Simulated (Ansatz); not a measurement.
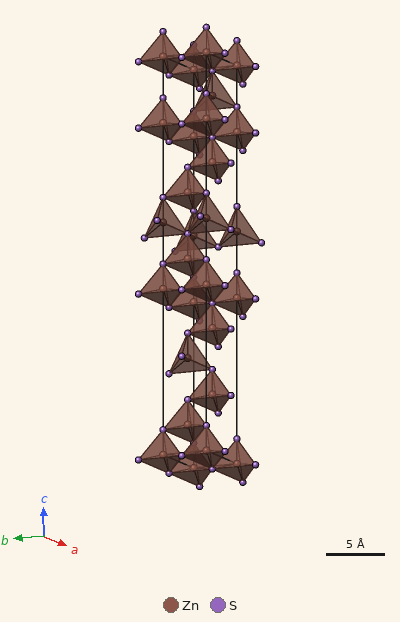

**Figure 1.** The structure (polyhedral view of the cell 3 times as large as that of the calculation, set on its symmetry axes, seen at an oblique angle; polyhedra are completed across the faces of the cell). An atom can appear more than once, as a periodic image.

Single-point calculation of ZnS

The run: single-point calculation of ZnS (R3m, 8 atoms in the cell). Method and program: DFT PBE, scalar-relativistic, plane waves, PAW, no spin polarisation (Ansatz 0.2.0).

The structure derives from a Materials Project entry. It belongs to a series of runs on one base structure; here: band edges sought over the zone.

## Output
```
basis.fft_grid_basis auto: the FFT boxes are laid along the combinations [[1, 0, -1], [0, 1, -1], [0, 0, 1]] of the cell's own vectors, 3.847, 3.847 and 12.788 Å long. The dense box has 27×27×90 points. Along the cell's own vectors, as sized, it would have 90×90×90, 11.11 times as many. Of the 6 symmetry operations that the crystal satisfies within crystal.symmetry.tolerance (time reversal apart; of a slab, those that keep its plane) the dense box along the cell's own vectors carries 6, and the one as laid loses 4 of those. basis.fft_grid_basis: typed keeps the cell's own vectors: state it where this run's energies or levels are differenced outside the engine with another run's, or held beside a run that keeps those vectors.
Engine: ansatz 0.2.0, x86_64-unknown-linux-gnu
Pseudopotentials: kind: paw
Pseudopotential: Zn, paw, valence charge 12, recommended cutoff 420 eV (normal), Zn.paw.azcp
Pseudopotential: S, paw, valence charge 6, recommended cutoff 420 eV (normal), S.paw.azcp
Functional definition: PBE
  parameter kappa = 0.804
  parameter beta = 0.06672455060314922
  exchange = pbe_x(kappa = kappa, mu = beta*pi^2/3)
  correlation = pbe_c(beta = beta)
Crystal: 8 atoms, lattice volume = 161.429 Å³
Basis set: ecut = 420 eV, 3115 PW (Γ), FFT grids on a1−a3, a2−a3, a3, exchange–correlation on 54×54×180 points (8 copies of the dense FFT grid, shifted against one another)
Bands: 44, of which v1, the nominal top of the filled ones, is band 36 counted from 1 (35 counted from 0)
Symmetry: 6 space group operations
Space group: R3m (ITA 160), of the structure as read, at distance tolerance 5.4e-5 Å
k-points: 189 of 1728 (time reversal used)
Non-local potential: Zn, projectors of the file, l = 0: 2, l = 1: 2, l = 2: 3, l = 3: 1
Non-local potential: S, projectors of the file, l = 0: 2, l = 1: 2, l = 2: 2
PAW form: soft (Blöchl's): semilocal exchange-correlation on the pseudo side does not see the compensation charge
PAW one-centre angular grid: Zn, 590 points (default); XC on 64 Gauss nodes
PAW one-centre angular grid: S, 110 points (default); XC on 64 Gauss nodes
Initial density: superposition of atomic densities (neutral atoms: chi_scale 0, normalization atom), corrected by the library's trained network
Initial wavefunctions: pseudopotential atomic-orbital guess
Functional: x = pbe(κ = 0.804, μ = 0.2195149727645171), c = pbe(β = 0.06672455060314922)
SCF iter   1: F=—  HF=-16890.925364 eV  |F-HF|=—  |Δ(HF+E_count)|=         —  Δρ=6.51e-4  dr2=1.78e-3  ethr=1.77e-3  ⟨swp⟩=9.3  Hψ=37290  notcnv=0  defer=3
preconditioner: auto → Resta (q_TF=auto, 2.385 Å⁻¹)  ε∞=6.5  [insulator: Δε(μ)=2.038 eV  Ē_g=10.531 eV  σ=0.010 eV  W_gap=1.00  n_scr=44 (ndim 8)  ℏωp=24.8 eV  f_vac=0.037  D(μ)=0.00/eV (n_scr^D=0)  ε∞_Penn≈6.5]
SCF iter   2: F=—  HF=-16890.926620 eV  |F-HF|=—  |Δ(HF+E_count)|=   1.26e-3  Δρ=4.78e-4  dr2=5.76e-4  ethr=2.47e-6  ⟨swp⟩=2.2  Hψ=17424  notcnv=0  defer=546
SCF iter   3: F=—  HF=-16890.926771 eV  |F-HF|=—  |Δ(HF+E_count)|=   1.50e-4  Δρ=3.92e-4  dr2=1.46e-4  ethr=8.01e-7  ⟨swp⟩=2.0  Hψ=14753  notcnv=0  defer=546
SCF iter   4: F=—  HF=-16890.926682 eV  |F-HF|=—  |Δ(HF+E_count)|=   8.91e-5  Δρ=8.51e-5  dr2=1.38e-5  ethr=2.03e-7  ⟨swp⟩=2.0  Hψ=13818  notcnv=0  defer=546
SCF iter   5: F=—  HF=-16890.926687 eV  |F-HF|=—  |Δ(HF+E_count)|=   5.71e-6  Δρ=3.33e-5  dr2=4.39e-6  ethr=1.91e-8  ⟨swp⟩=2.0  Hψ=9987  notcnv=0  defer=546
SCF iter   6: F=—  HF=-16890.926688 eV  |F-HF|=—  |Δ(HF+E_count)|=   1.21e-6  Δρ=1.06e-5  dr2=2.78e-7  ethr=6.10e-9  ⟨swp⟩=2.7  Hψ=13715  notcnv=0  defer=546
SCF iter   7: F=-16890.926689 eV  HF=-16890.926689 eV  |F-HF|=3.89e-8  |Δ(HF+E_count)|=   2.27e-7  Δρ=5.99e-6  dr2=3.70e-8  ethr=1.39e-10  ⟨swp⟩=8.9  Hψ=36158  notcnv=0
SCF 1 converged in 7 iterations: F = -16890.926689 eV  dr2 = 3.70e-8
  greatest PAW one-centre occupation: 0.984 electrons in one spin orbital (limit 2), on the Zn atom at site 2 (counted from 0), in its partial waves of l = 2
NSCF: frozen V_eff on 32 k-points
NSCF: frozen V_eff on 32 k-points
NSCF: frozen V_eff on 32 k-points
NSCF: frozen V_eff on 2 k-points
NSCF: frozen V_eff on 3 k-points
NSCF: frozen V_eff on 3 k-points
NSCF: frozen V_eff on 3 k-points
NSCF: frozen V_eff on 3 k-points
NSCF: frozen V_eff on 3 k-points
NSCF: frozen V_eff on 3 k-points
SCF converged after 7 iterations
Free energy (F): -16890.926689 eV
Harris-Foulkes:  -16890.926689 eV  (|F-HF|=3.89e-8)
Internal energy: -16890.926689 eV  (E = F + TS)
E sigma→0 (E₀):  -16890.926689 eV
Fermi energy:    6.527046 eV
--- Per-component energies (eV) ---
  E_band       = 4.887726
  E_kinetic    = 951.190268
  E_local      = -8228.758726  (includes V_loc(G=0)·N_el)
  E_nonlocal   = 2571.766317
  E_hartree    = 3439.297575
  E_xc         = -936.406222
  E_vxc        = -556.611477  (∫ρ·V_xc dr)
  E_paw        = -9715.163803  (= ΣΔE_a)
  E_vpaw       = -1611.292321  (= ΣTr[D̂ρ^β])
  E_aug_tail   = -0.001416  (compensation charges beyond the density's cutoff)
  E_ewald      = -4972.850683
  E_smearing   = -0.000000  (= −TS)
  E_closure    = 0.000000  (closes the sum)
  Σ components = -16890.926689   (vs F -16890.926689, Δ=0.00e0)
--- Forces (eV/Å), atoms counted from 1 ---
  atom   1  Zn     0.00000000     0.00000000     0.00045825
  atom   2  Zn     0.00000000     0.00000000     0.00122776
  atom   3  Zn     0.00000000     0.00000000     0.00184270
  atom   4  Zn     0.00000000     0.00000000     0.00110892
  atom   5  S      0.00000000    -0.00000000    -0.00139235
  atom   6  S      0.00000000    -0.00000000    -0.00138389
  atom   7  S      0.00000000    -0.00000000    -0.00099410
  atom   8  S      0.00000000    -0.00000000    -0.00087221
  max |Σ_I F_I| component: 4.92e-6 eV/Å
--- Stress (GPa, compression-positive) ---
       -0.018687       0.000000      -0.000000
        0.000000      -0.018687      -0.000000
        0.000000      -0.000000      -0.019826
  P = ⅓ Tr σ = -0.0191 GPa (-0.191 kbar)
--- Band table (eV; the first three rows and the last of 189) ---
  k-point 0: bands = ["-7.4950", "-7.0886", "-7.0883", "-6.6059", "-0.7487", "-0.7436", "-0.7436", "-0.7031", "-0.7013", "-0.6930", "-0.6930", "-0.6897", "-0.6897", "-0.6461", "-0.6461", "-0.2952", "-0.2952", "-0.2770", "-0.2770", "-0.2718", "-0.2718", "-0.2385", "-0.2385", "-0.0843", "0.3472", "2.7120", "2.7122", "4.6598", "4.6598", "5.0561", "5.0561", "5.0562", "5.0562", "5.4667", "5.5053", "5.5053", "7.5488", "8.6445", "8.9438", "8.9612", "11.8336", "11.8336", "11.9717", "12.3011"]
  k-point 1: bands = ["-7.4494", "-7.0700", "-7.0320", "-6.5811", "-0.7483", "-0.7396", "-0.7343", "-0.7136", "-0.7114", "-0.6852", "-0.6769", "-0.6751", "-0.6683", "-0.6418", "-0.6332", "-0.3006", "-0.2955", "-0.2873", "-0.2842", "-0.2685", "-0.2640", "-0.2563", "-0.2373", "-0.0700", "0.4195", "2.6124", "2.7817", "4.2983", "4.5614", "4.6974", "4.8184", "4.8677", "5.0463", "5.0763", "5.4042", "5.4354", "7.9823", "8.9944", "9.2637", "9.2865", "11.5879", "11.7187", "11.8597", "11.9710"]
  k-point 2: bands = ["-7.3188", "-6.9826", "-6.9086", "-6.5143", "-0.7570", "-0.7254", "-0.7154", "-0.7095", "-0.7047", "-0.6616", "-0.6609", "-0.6380", "-0.6305", "-0.6208", "-0.5974", "-0.3168", "-0.3083", "-0.2954", "-0.2884", "-0.2750", "-0.2578", "-0.2544", "-0.2343", "-0.0491", "0.6119", "2.4581", "2.6907", "3.5301", "4.0526", "4.2282", "4.2974", "4.3149", "4.5529", "4.9563", "5.2173", "5.2434", "8.7114", "9.5888", "9.7723", "9.8645", "11.0212", "11.2802", "11.6116", "12.1062"]
  k-point 188: bands = ["-7.3870", "-7.3772", "-6.7629", "-6.7515", "-0.7560", "-0.7389", "-0.7389", "-0.7387", "-0.7142", "-0.7142", "-0.6647", "-0.6647", "-0.6544", "-0.6544", "-0.4917", "-0.4847", "-0.2974", "-0.2974", "-0.2814", "-0.2814", "-0.2622", "-0.2622", "-0.2418", "-0.2418", "1.2289", "1.2400", "4.3625", "4.3881", "4.7690", "4.7690", "4.7746", "4.7746", "5.3605", "5.3605", "5.3727", "5.3727", "8.3537", "8.4635", "8.6985", "8.8518", "11.7161", "11.8170", "11.9364", "11.9364"]
```

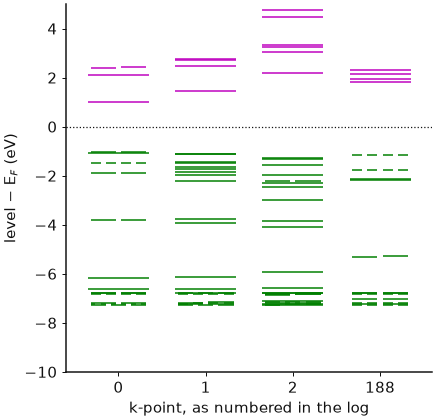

**Figure 2.** Kohn–Sham levels near the Fermi level (dotted) at the few k-points that the log prints; levels within 0.02 eV of each other stand side by side. Among these points the highest filled and lowest empty levels are 2.04 eV apart, which is the gap on the mesh.

This output came from the following input.

## The input
```yaml
crystal:
  lattice:
    - [1.9236572608, 1.1106240374, 12.5932149963]
    - [-1.9236572608, 1.1106240374, 12.5932149963]
    - [0.0, -2.2212480747, 12.5932149963]
  atoms:
    - { symbol: Zn, position: [0.5833633735, 0.5833633735, 0.5833633735] }
    - { symbol: Zn, position: [0.9999002279, 0.9999002279, 0.9999002279] }
    - { symbol: Zn, position: [0.4165618804, 0.4165618804, 0.4165618804] }
    - { symbol: Zn, position: [0.1666935613, 0.1666935613, 0.1666935613] }
    - { symbol: S, position: [0.3540665216, 0.3540665216, 0.3540665216] }
    - { symbol: S, position: [0.1041828202, 0.1041828202, 0.1041828202] }
    - { symbol: S, position: [0.5209575889, 0.5209575889, 0.5209575889] }
    - { symbol: S, position: [0.9375070261, 0.9375070261, 0.9375070261] }
basis:
  ecutwfc: 420
  xc_grid: 2
kpoints:
  mp_grid: { grid: [12, 12, 12] }
  band_path: { path: [VBM, CBM], npoints: 2 }
hamiltonian:
  xc: pbe
scf:
  occupations: { method: gaussian, width: 0.01 }
output:
  forces: true
  stress: true
  eigenvalues: true
```

Launch command:
```bash
ansatz run input.yaml --threads 4 --pin off --max-ram 10240MiB --backend cpu --events-out ev --progress --plain --runs-dir out
```

## Key numbers

| quantity | value |
| --- | --- |
| outcome | converged |
| space group (tolerance 0.01 Å) | R3m (160) |
| electrons treated | 72 |
| free energy | −16890.9267 eV |
| Fermi energy | 6.527 eV |
| gap on the k-point mesh | 2.04 eV |
| gap on the band path | 2.04 eV |
| pressure | −0.02 GPa |
| largest force (length of the vector) | 0.002 eV/Å |
| hardware | 4 threads of Intel Xeon @ 2.50GHz (Skylake/Cascade Lake), 189 GiB of memory available, shared host |
| wall time | 74 s (CPU time 4.5 min) |
| peak memory | 1.1 GiB |
